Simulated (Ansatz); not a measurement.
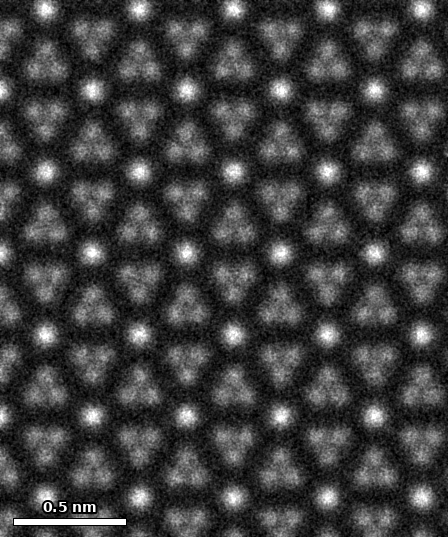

Integrated-DPC-like image of Ti. Simulated as the projected potential of neutral atoms (B = 0.8 Å²) blurred by a 0.50 Å probe, the thin-sample limit of integrated differential phase contrast. Shot noise was added.

### Give the net of the columns and its spacings.

The pattern repeats on a hexagonal net with a repeat of 4.2 Å.

### What is the plane group of the image?

p6mm: sixfold points with mirror lines through them.

### How many columns does the smallest repeating cell hold, and how many levels of brightness?

7 columns in the primitive cell of 15.5 Å², with 2 levels of brightness (about 100, 50 % of the brightest, counted from the darkest point).

The crystal is Ti (Pm-3n, No. 223) seen along [111]. Model: the geometry relaxed with DFT PBE, scalar-relativistic, plane waves, PAW in Ansatz 0.2.0; the starting structure was generated, so it need not be a known form of this composition.
